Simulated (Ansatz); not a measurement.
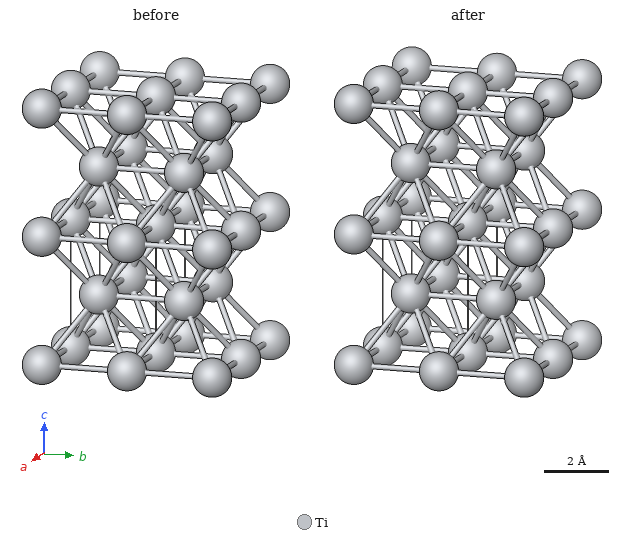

The structure of a crystal of Ti (set up in I4/mmm) before (left) and after (right) a relaxation, at one scale.

A ball-and-stick model of the cell of the calculation, repeated 2 × 2 × 2 with one cell outlined, seen slightly off an axis.

Case: biaxial strain in the a-b plane of -2.0 %; c and atoms relaxed.

Theory: Ansatz, DFT r2SCAN, scalar-relativistic, plane waves, PAW. (plane-wave cutoff 500 eV; k-point mesh 18 × 18 × 12; occupations gaussian; smearing width 0.1 eV; no spin polarisation; cell relaxed at fixed a, b, gamma; force threshold 0.008 eV/Å; at most 40 steps)

> What changed between the two?

The atoms keep their places relative to the cell (all moves are under 0.005 Å). The volume changes by +1.8 %, with a = b unchanged at 2.848 Å, c 4.160 → 4.236 Å (+1.8 %). Near-neighbour distances that change, for instance: Ti–Ti 2.895 → 2.923 Å. The space group stays I4/mmm (No. 139). The energy falls by 2.5 meV per atom in 2 accepted moves (3 points after the start). All forces vanish by symmetry, so only the cell relaxes. The pressure goes from 3.33 to 1.13 GPa. The SCF was repeated once at an unchanged geometry on a basis and grid sized afresh for the cell, which shifted the energy by 0.2 meV per atom at most. The run took 50 s on 1 thread of Intel(R) Xeon(R) 6975P-C (Granite Rapids) (shared host), peak memory 0.66 GiB.
